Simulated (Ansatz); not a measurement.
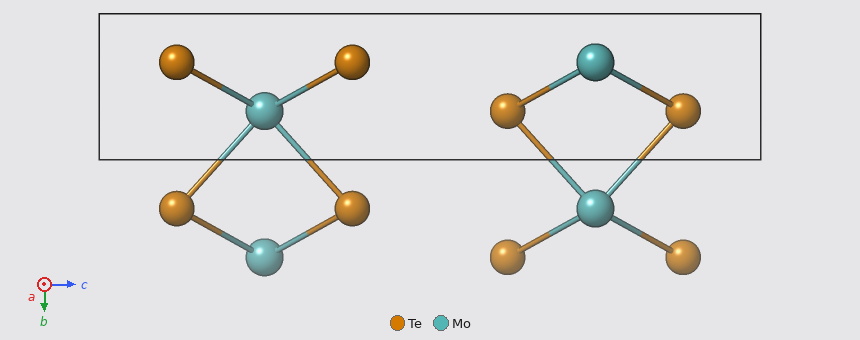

Projection along an edge of the hexagonal mesh, stacking direction c to the right. Every atom sits on one of the three columns of the mesh; call them A, B, C in the order in which they first turn up. The sequence starts with the first layer at or above the cell's origin.

Te₂Mo. Coordinates: a calculation's input that goes back to an entry of the Crystallography Open Database (an earlier step may have relaxed or displaced it).

### Give the sequence of layers in one repeat, with element and column.

Te(A) – Mo(B) – Te(A) – Te(B) – Mo(A) – Te(B) (six layers in 13.70 Å).

### How are the Te layers alone stacked?

Te layers alone: AABB, a sequence in which some neighbouring layers lie directly above each other.

### Which positions between or in the Te layers do the other atoms fill?

Mo: two trigonal-prismatic sites (per hexagonal cell). Two of the four gaps between Te layers are empty, 3.22 Å wide.

### What short polytype symbol fits?

Polytype symbol 2H, the symbol of a layered MX2 polytype (number of slabs in the repeat and lattice).
